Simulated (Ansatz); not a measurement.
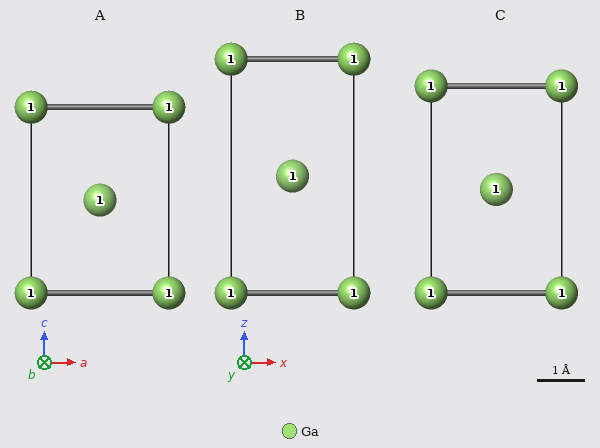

A scan of solid Ga (I4/mmm): the ratio of the cell's length along z to its lengths across, counted as 1 for the reference, is changed at fixed volume (a c/a path), with the atoms kept at their fractional coordinates. x, y and z are the Cartesian axes of the input. Style: ball-and-stick. Shown: the conventional cell (2 times the calculation's cell), along the b axis. Lengths and directions refer to the drawn axes.

The calculation used Ansatz, DFT LDA, scalar-relativistic, plane waves, PAW. Set-up: plane-wave cutoff 420 eV; k-point mesh 26 × 26 × 26; occupations gaussian; smearing width 0.15 eV; no spin polarisation. Energies (free energies at the smearing named) are counted from the cell as listed in its source, which wasn't relaxed.

Question: Rank the frames from lowest to highest energy.

Answer: Lowest first: C (the relative ratio 1.00, 0.0 meV/atom), A (the relative ratio 0.85, 2.9 meV/atom), B (the relative ratio 1.20, 22.8 meV/atom). Over the whole scan: the lowest computed point lies at the relative ratio 1.00 (0.0 meV/atom). The unrelaxed reference is under a pressure of −1.6 GPa. The distortion keeps the space group I4/mmm. At the relative ratio 1.20 the cell of the drawing goes a 2.808 → 2.642 Å, b 2.808 → 2.642 Å, c 4.458 → 5.034 Å.
